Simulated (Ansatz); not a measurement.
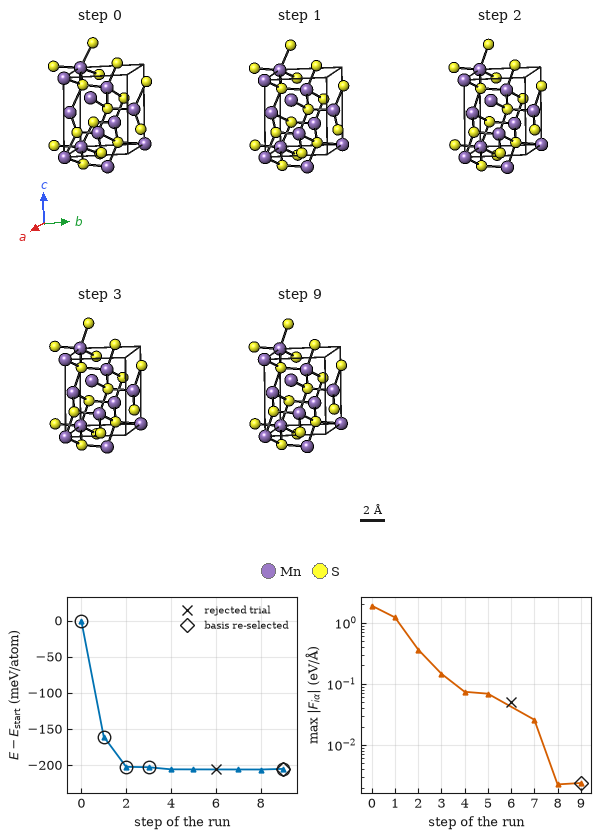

Frames of a relaxation of solid MnS (a generated structure, set up in P1), marked on the history of the run. A ball-and-stick model of the cell of the calculation, reduced to other axes, seen slightly off an axis. Lengths and directions refer to the drawn axes.

The start is a distorted structure.

Computed with DFT, PAW plane waves, r2SCAN (Ansatz).

Input file:
```yaml
crystal:
  lattice:
    - [-2.837748, 5.835066, 2.857254]
    - [2.987019, -2.875815, 5.780343]
    - [2.898716, 2.915916, 0.064202]
  atoms:
    - { symbol: Mn, position: [0.010998, 0.003065, 0.978716], spin: 4.5 }
    - { symbol: Mn, position: [0.983077, 0.494425, 0.462374], spin: 4.5 }
    - { symbol: Mn, position: [0.476245, 0.740611, 0.751428], spin: 4.5 }
    - { symbol: Mn, position: [0.486066, 0.23894, 0.266858], spin: 4.5 }
    - { symbol: S, position: [0.149458, 0.169802, 0.43634] }
    - { symbol: S, position: [0.162694, 0.716472, 0.001738] }
    - { symbol: S, position: [0.625147, 0.949021, 0.222423] }
    - { symbol: S, position: [0.612475, 0.447932, 0.673176] }
kpoints:
  mp_grid: { grid: [3, 3, 5], shift: [0.5, 0.5, 0.5] }
magnetization:
  spin_polarized: true
scf:
  occupations: { method: fermi_dirac, width: 0.1068 }
  lower_state_search: "off"
hamiltonian:
  pseudopotentials: { kind: paw }
  xc: r2scan
basis:
  ecutwfc: 500
  fft_grid_basis: typed
relax:
  max_steps: 40
  cell: { p_target: 0.0 }
output:
  forces: true
  stress: true
  eigenvalues: true
  populations: true
  elf: true
  write_potential: true
  volumetric_format: npy
  dos:
    e_range: [-12, 8]
    de: 0.05
    projected: { site_lists: { Mn: [Mn], S: [S] } }
  bader: false
checkpoint:
  read: saved_state
```

Launched with:
```bash
ansatz run input.yaml --threads 2 --pin off --max-ram 4096MiB --backend cpu --events-out ev --progress --plain --runs-dir out
```

**What happens along the run?**

The largest move relative to the cell is that of S6, 0.41 Å roughly along [3 −1 1]. Largest moves by element: S 0.41 Å, Mn 0.23 Å. The drawn cell changes as follows: a 4.112 → 3.969 Å (−3.5 %), b 7.016 → 6.713 Å (−4.3 %), c 7.114 → 6.879 Å (−3.3 %), α 79.2° → 80.2°, β 88.7° → 90.0°, γ 74.0° → 72.9°; the volume changes by −11.0 %. Some distances before and after: Mn2–S6 3.199 → 2.425 Å, Mn3–S7 2.812 → 2.425 Å, Mn2–S5 2.759 → 2.425 Å, Mn3–S6 2.117 → 2.364 Å. New bonds form: Mn2–S6 (3.20 → 2.43 Å). Bond angles that change, for instance: S5–Mn1–S6 94.4° → 109.9°, Mn2–S6–Mn3 122.8° → 109.0°, Mn1–S5–Mn2 98.7° → 109.9°. The space group (tolerance 0.01 Å) goes from P1 (No. 1) to R3m (No. 160). After 7 accepted moves (9 points after the start) the energy has fallen by 205 meV per atom. The largest force component goes from 1.9 to 0.0024 eV/Å. Pressure: −2.81 GPa at the start and −0.02 GPa at the end. The line search rejected the trial step at point 6 of the run. At 1 point the geometry stayed and the basis and grid were re-selected for the new cell (energy shift of 0.8 meV per atom at most each time). The program noted that the starting moments weren't kept. From step 0 to 1: S5 moves most (0.19 Å), volume −9.3 %, energy −161 meV per atom. From step 1 to 2: S6 moves most (0.19 Å), volume −1.2 %, energy −41.9 meV per atom. From step 2 to 3: S6 moves most (0.05 Å), volume −0.9 %, energy −0.5 meV per atom. From step 3 to 9: S8 moves most (0.02 Å), volume +0.2 %, energy −2.4 meV per atom.

```
step  E − E(0), meV/atom  largest force component, eV/Å  pressure, GPa  volume, Å³/atom                      note
   0                0.00                         1.9069          -2.81           24.214                          
   1             -160.57                         1.2256          -0.35           21.955                          
   2             -202.45                         0.3645          -0.34           21.683                          
   3             -202.99                         0.1464           0.12           21.495                          
   4             -205.92                         0.0742           0.02           21.535                          
   5             -206.00                         0.0691          -0.11           21.585                          
   6             -205.92                         0.0503          -0.02           21.561                  rejected
   7             -206.11                         0.0258          -0.06           21.566                          
   8             -206.15                         0.0023           0.00           21.543                          
   9             -205.34                         0.0024          -0.02           21.543  same geometry, new basis
```
